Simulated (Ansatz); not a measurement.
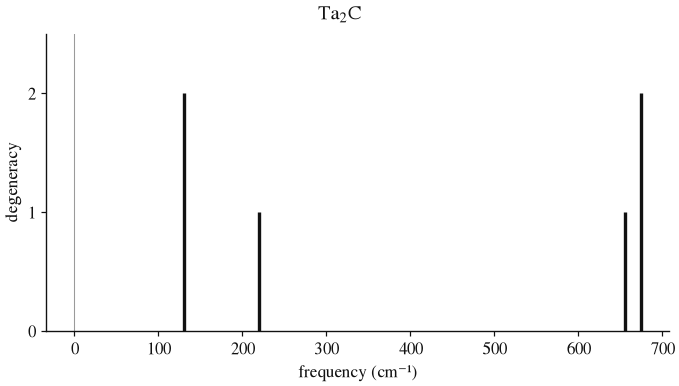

Figure. Zone-centre optical phonon frequencies (the three acoustic modes are left out) for Ta₂C, space group P-3m1 (No. 164).

No frequency is imaginary, so the structure is stable to these displacements (zone-boundary modes weren't tested here). The highest mode lies at 674.0 cm⁻¹. The optical modes lie at 130.3 (×2), 220.0, 655.3, 674.0 (×2) cm⁻¹.

Computed with Ansatz 0.2.0: harmonic phonon frequencies at the zone centre with atoms at rest in the given cell, without the long-range term of polar modes, the three translations left out, imaginary frequencies are negative; plane waves with PAW datasets, Γ-centred k mesh. Level: LDA, no spin polarisation.

```csv
setting,value
wave cutoff,420 eV
k mesh,18×18×10
occupations,Fermi–Dirac
smearing width,0.15 eV
pressure,0 GPa
phonon method,linear response
```

Starting cell:
```cif
data_structure
_symmetry_space_group_name_H-M 'P 1'
_symmetry_Int_Tables_number 1
_cell_length_a 3.0771
_cell_length_b 3.0771
_cell_length_c 4.8882
_cell_angle_alpha 90.000
_cell_angle_beta 90.000
_cell_angle_gamma 120.000
_cell_volume 40.08
loop_
_atom_site_label
_atom_site_type_symbol
_atom_site_fract_x
_atom_site_fract_y
_atom_site_fract_z
_atom_site_occupancy
Ta1 Ta 0.33333 0.66667 0.25308 1
Ta2 Ta 0.66667 0.33333 0.74692 1
C1 C 0.00000 0.00000 0.00000 1
```

Keep in mind: metal sensitive to the k mesh.
